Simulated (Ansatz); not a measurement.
System: Si.

Input file:

```
crystal:
  lattice:
    - [-3.3240772533, 3.3240772533, 3.3240772533]
    - [3.3240772533, -3.3240772533, 3.3240772533]
    - [3.3240772533, 3.3240772533, -3.3240772533]
  atoms:
    - { symbol: Si, position: [0.2013437575, 0.2013437575, 0.2013437575] }
    - { symbol: Si, position: [0.5, 0.0, 0.2986562425] }
    - { symbol: Si, position: [0.2986562425, 0.5, 0.0] }
    - { symbol: Si, position: [0.0, 0.2986562425, 0.5] }
    - { symbol: Si, position: [0.7986562425, 0.7986562425, 0.7986562425] }
    - { symbol: Si, position: [0.5, 0.0, 0.7013437575] }
    - { symbol: Si, position: [0.7013437575, 0.5, 0.0] }
    - { symbol: Si, position: [0.0, 0.7013437575, 0.5] }
basis:
  ecutwfc: 500
kpoints:
  mp_grid: { grid: [8, 8, 8] }
hamiltonian:
  xc: r2scan
scf:
  occupations: { method: fermi_dirac, width: 0.15 }
output:
  forces: true
  stress: true
  eigenvalues: true
  write_density: true
  write_potential: true
  elf: true
  volumetric_format: npy
relax:
  adjacent_minimum: "off"
  f_tol: 0.001
  max_steps: 60
  cell: { stress_tol: 0.01 }
```

Launched as:

```sh
ansatz run input.yaml --threads 4 --pin off --max-ram 10240MiB --backend cpu --events-out ev --progress --plain --runs-dir out
```

Below, planes, directions and counts refer to the conventional cell (a = 6.64 Å, b = 6.64 Å, c = 6.64 Å, α = 90.00°, β = 90.00°, γ = 90.00°).

The fields are those of the relaxed geometry.

Space group Ia-3.

These are results of DFT r2SCAN, scalar-relativistic, plane waves, PAW (Ansatz 0.2.0), not measurements.

Q: What will maps of the valence pseudo-density and electron localisation function show?

A: Si–Si (2.39 Å): ρ is about 0.54 e/Å³ halfway; the ELF peaks at about 0.95 between the atoms.

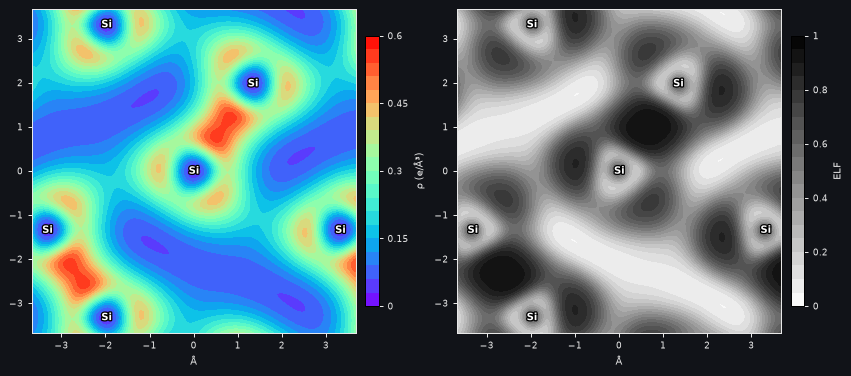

Computed valence pseudo-density and electron localisation function on the (100) plane of the conventional cell, in this order. 

In a PAW calculation such maps are meaningful between the atoms, not at the nuclei.
